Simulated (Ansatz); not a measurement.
# Run report: AlN, single-point calculation

AlN (Pm-3m, 2 atoms in the cell), computed with DFT, r2SCAN, plane waves, PAW, no spin polarisation (Ansatz 0.2.0).

The structure was built on a prototype by a generator. Some settings of this run were made unusual or wrong on purpose. The geometry comes from this level: r2SCAN. Figures and captions count atoms from 1; the log counts them from 0 in places.

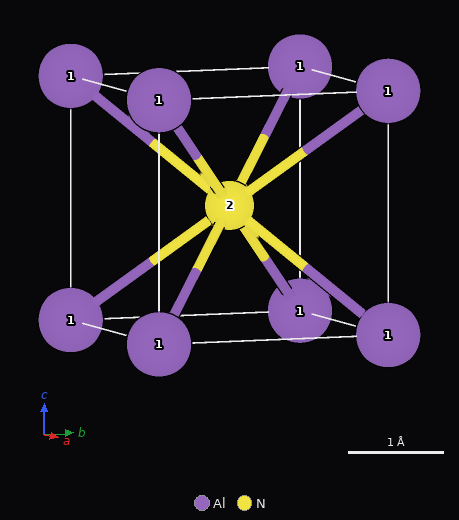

Fig. 1: The structure (ball-and-stick view of the cell of the calculation, seen slightly off an axis; atoms are numbered from 1 in the order of the input). Near neighbours in the crystal (not all of them lie inside the picture): Al has 8 N at 2.24 Å; N has 8 Al at 2.24 Å.

## Input
```yaml
crystal:
  lattice:
    - [2.5854596279, 0.0, 0.0]
    - [0.0, 2.5854596279, 0.0]
    - [0.0, 0.0, 2.5854596279]
  atoms:
    - { symbol: Al, position: [0.0, 0.0, 0.0] }
    - { symbol: "N", position: [0.5, 0.5, 0.5] }
kpoints:
  mp_grid: { grid: [6, 6, 6] }
hamiltonian:
  xc: r2scan
scf:
  occupations: { method: fermi_dirac, width: 0.02 }
  n_extra_bands: 4
  max_iter: 84
output:
  forces: true
  stress: true
  eigenvalues: true
total_charge: 0.1
```

Run on 4 threads of an Arm (aarch64) CPU, shared host.

Launched with:
```bash
ansatz run input.yaml --threads 4 --pin off --max-ram 3686MiB --backend cpu --events-out ev --progress --plain --runs-dir out
```

## Output
```
scf.n_extra_bands = 4 over 4 filled bands (N_el = 7.9): the run solves 8 bands
Engine: ansatz 0.2.0, aarch64-unknown-linux-gnu
Pseudopotentials: kind: paw
Pseudopotential: Al, paw, valence charge 3, recommended cutoff 500 eV (meta_gga), Al.paw.azcp
Pseudopotential: N, paw, valence charge 5, recommended cutoff 500 eV (meta_gga), N.paw.azcp
Functional definition: r2SCAN
  parameter k0 = 0.174
  parameter k1 = 0.065
  parameter a1 = 4.9479
  exchange = r2scan_x(k0 = k0, k1 = k1, a1 = a1)
  correlation = r2scan_c
Crystal: 2 atoms, lattice volume = 17.283 Å³
Basis set: ecut = 500 eV, 461 PW (Γ), exchange–correlation on 80×80×80 points (64 copies of the dense FFT grid, shifted against one another)
Bands: 8, of which v1, the nominal top of the filled ones, is band 4 counted from 1 (3 counted from 0)
Symmetry: 48 space group operations
Space group: Pm-3m (ITA 221), of the structure as read, at distance tolerance 2.6e-5 Å
k-points: 20 of 216
Non-local potential: Al, projectors of the file, l = 0: 2, l = 1: 2, l = 2: 1
Non-local potential: N, projectors of the file, l = 0: 2, l = 1: 2, l = 2: 1
PAW form: soft (Blöchl's): semilocal exchange-correlation on the pseudo side does not see the compensation charge
PAW frozen core: Al, regenerated for the run's functional (the file was generated under x = pbe(κ = 0.804, μ = 0.2195149727645171), c = pbe(β = 0.06672455060314922))
PAW frozen core: N, regenerated for the run's functional (the file was generated under x = pbe(κ = 0.804, μ = 0.2195149727645171), c = pbe(β = 0.06672455060314922))
PAW one-centre angular grid: Al, 302 points (default); XC on 160 Gauss nodes
PAW one-centre angular grid: N, 302 points (default); XC on 160 Gauss nodes
Initial density: superposition of atomic densities (neutral atoms scaled as one to the charged cell's electrons: chi_scale 0, normalization atom), corrected by the library's trained network
Initial wavefunctions: pseudopotential atomic-orbital guess
Functional: x = r2scan, c = r2scan; τ floored in thin density (d = 2e-4 eV/Å³)
SCF iter   1: F=—  HF=-925.846366 eV  |F-HF|=—  |Δ(HF+E_count)|=         —  Δρ=1.88e-2  dr2=7.82e-2  dr2_τ=1.04e-1  ethr=1.77e-3  ⟨swp⟩=4.7  Hψ=1160  notcnv=0
preconditioner: auto → none  [insulator: Δε(μ)=0.301 eV  Ē_g=16.106 eV  σ=0.020 eV  W_gap=0.60  n_scr=0 (ndim 8)  ℏωp=25.1 eV  f_vac=0.000  D(μ)=1.34/eV (n_scr^D=18)  ε∞_Penn≈3.4]
SCF iter   2: F=—  HF=-925.926091 eV  |F-HF|=—  |Δ(HF+E_count)|=   7.97e-2  Δρ=7.60e-3  dr2=4.09e-3  dr2_τ=2.52e-3  ethr=9.90e-4  ⟨swp⟩=2.5  Hψ=483  notcnv=0
SCF iter   3: F=—  HF=-925.926575 eV  |F-HF|=—  |Δ(HF+E_count)|=   4.84e-4  Δρ=3.05e-3  dr2=9.90e-4  dr2_τ=5.62e-5  ethr=5.17e-5  ⟨swp⟩=2.9  Hψ=316  notcnv=0
SCF iter   4: F=—  HF=-925.926640 eV  |F-HF|=—  |Δ(HF+E_count)|=   6.51e-5  Δρ=9.20e-4  dr2=6.27e-5  dr2_τ=5.53e-6  ethr=1.25e-5  ⟨swp⟩=2.9  Hψ=317  notcnv=0
SCF iter   5: F=—  HF=-925.926637 eV  |F-HF|=—  |Δ(HF+E_count)|=   3.61e-6  Δρ=2.17e-4  dr2=4.00e-6  dr2_τ=2.67e-7  ethr=7.94e-7  ⟨swp⟩=2.1  Hψ=235  notcnv=0
SCF iter   6: F=-925.926636 eV  HF=-925.926636 eV  |F-HF|=2.50e-8  |Δ(HF+E_count)|=   4.95e-7  Δρ=2.38e-5  dr2=5.02e-8  dr2_τ=2.08e-9  ethr=1.27e-9  ⟨swp⟩=3.9  Hψ=847  notcnv=0
SCF 1 converged in 6 iterations: F = -925.926636 eV  dr2 = 5.02e-8
  greatest PAW one-centre occupation: 0.811 electrons in one spin orbital (limit 2), on the N atom at site 1 (counted from 0), in its partial waves of l = 0
SCF converged after 6 iterations
Free energy (F): -925.926636 eV
Harris-Foulkes:  -925.926636 eV  (|F-HF|=2.50e-8)
Internal energy: -925.925141 eV  (E = F + TS)
E sigma→0 (E₀):  -925.925888 eV
Entropy (-TS):   -0.001496 eV (-0.748 meV/atom)
Fermi energy:    12.177467 eV
--- Per-component energies (eV) ---
  E_band       = 36.777816
  E_kinetic    = 157.221658
  E_local      = -163.967641  (includes V_loc(G=0)·N_el)
  E_nonlocal   = 53.214833
  E_hartree    = 61.691424
  E_xc         = -97.366390
  E_vxc        = -117.801899  (∫ρ·V_xc dr)
  E_paw        = -600.995736  (= ΣΔE_a)
  E_vpaw       = -21.883455  (= ΣTr[D̂ρ^β])
  E_aug_tail   = 0.000025  (compensation charges beyond the density's cutoff)
  E_vtau       = 6.608734  (kinetic-family band-sum trace: ∫τ·v_τ [+ j·A + Jᵃ·Aᵃ] dr)
  E_ewald      = -335.633641
  E_core_change = -0.089673  (= ΣΔE_core)
  E_smearing   = -0.001496  (= −TS)
  E_closure    = 0.000000  (closes the sum)
  E_deformation_potential = 2.075778  (in the stress; not in F)
  Σ components = -925.926636   (vs F -925.926636, Δ=0.00e0)
--- Forces (eV/Å), atoms counted from 1 ---
  atom   1  Al    -0.00000000     0.00000000    -0.00000000
  atom   2  N      0.00000000     0.00000000     0.00000000
  max |Σ_I F_I| component: 7.18e-30 eV/Å
--- Stress (GPa, compression-positive) ---
        4.680453      -0.000000       0.000000
        0.000000       4.680453       0.000000
        0.000000       0.000000       4.680453
  P = ⅓ Tr σ = 4.6805 GPa (46.805 kbar)
--- Band table (eV; the first three rows and the last of 20) ---
  k-point 0: bands = ["-7.2423", "10.5859", "10.5859", "10.5859", "13.8717", "19.1855", "19.1855", "29.7062"]
  k-point 1: bands = ["-6.7667", "7.5171", "10.8283", "10.8283", "15.2323", "19.7808", "20.9008", "28.6151"]
  k-point 2: bands = ["-5.5138", "3.5869", "11.3692", "11.3692", "16.7159", "21.4660", "21.5809", "26.4209"]
  k-point 19: bands = ["-0.5516", "6.9642", "6.9642", "6.9642", "14.2375", "14.2375", "14.2375", "21.4609"]
```

## Outcome

- outcome: converged
- space group (tolerance 0.01 Å): Pm-3m (221)
- electrons treated: 7.900
- free energy: −925.9266 eV
- Fermi energy: 12.177 eV
- pressure: 4.68 GPa
- largest force (length of the vector): under 0.001 eV/Å
- wall time: 0.84 s (CPU time 1.8 s)
- peak memory: 0.29 GiB

## Diagnosis

Some settings of this run were drawn to be unusual or wrong. It converged; results that depend on the unusual settings are not reference values.
